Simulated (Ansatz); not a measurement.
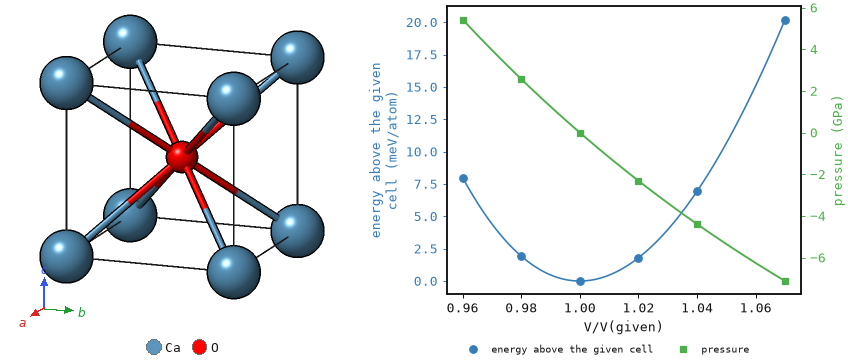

Plotted: energy above the given cell and pressure against V/V(given) for CaO, space group Pm-3m (No. 221) (cell built by us, not taken from a database). The conventional cell is drawn beside the plot.

Starting cell:
```
Ca O
1.0
     2.90291    0.00000    0.00000
     0.00000    2.90291    0.00000
     0.00000    0.00000    2.90291
Ca O
1 1
Direct
  0.00000 0.00000 0.00000
  0.50000 0.50000 0.50000
```

Method: plane-wave density functional theory, PAW datasets, Gaussian smearing 0.05 eV: equation of state, the given cell scaled in volume with shape and atoms relaxed at each volume; third-order Birch-Murnaghan fit (Ansatz 0.2.0). Level: r2SCAN, no spin polarisation.

```csv
setting,value
PAW set,soft_2
wave cutoff,500 eV
k mesh,8×8×8
symmetry use,detected
```

V(given) is 12.23 Å³/atom.

Question: What equilibrium volume and bulk modulus follow from the curve?

Answer: A third-order Birch–Murnaghan fit gives V0 = 12.23 Å³/atom, B0 = 122 GPa and B′ = 4.3.

Question: What does the pressure do across the range?

Answer: It falls from 5.4 GPa at V/V(given) 0.96 to −7.1 GPa at 1.07, and changes sign near 1.00.

Note: the elastic constants find this structure unstable.
